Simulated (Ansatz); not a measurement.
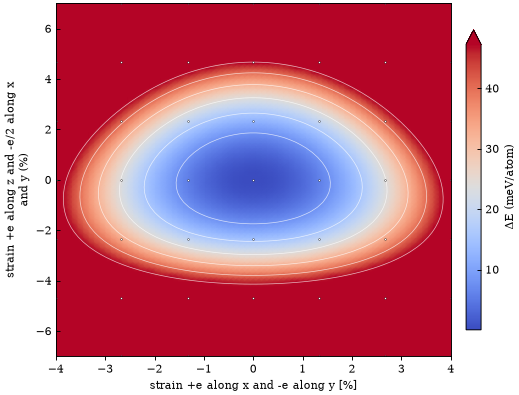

ZrS (Fm-3m, No. 225; 2 atoms in the cell). The energy is mapped over two homogeneous strains (x, y and z along the cube axes). The first coordinate is: strain +e along x and -e along y; the second: strain +e along z and -e/2 along x and y. Nothing is relaxed (symmetry fixes all fractional coordinates). The scan uses a 7 × 7 grid; 28 points were computed and 21 follow by symmetry. Points are written as (first, second). All energies are given in meV/atom relative to the lowest grid point. Theory: DFT PBEsol, scalar-relativistic, plane waves, PAW in Ansatz 0.2.0. Settings: cutoff 420 eV, k-mesh 16×16×16, gaussian smearing 0.15 eV, no spin polarisation.

Drawn: a smooth colour map with a few white contour lines, dots at the grid points, one colour for all values above the top of the scale. Between grid points the surface is interpolated.

**Where is the minimum, and how stiff is the crystal against these two strains (in GPa)?**

The interpolated minimum is at 0.0 % and 0.0 %. Divided by the cell volume of 34.5 Å³, the second derivatives of the energy there are about 600 GPa along the first strain and 460 GPa along the second, with a cross term of about 0 GPa (clamped ions). Round the minimum the two coordinates are nearly uncoupled.

PAW datasets: the set soft_1.
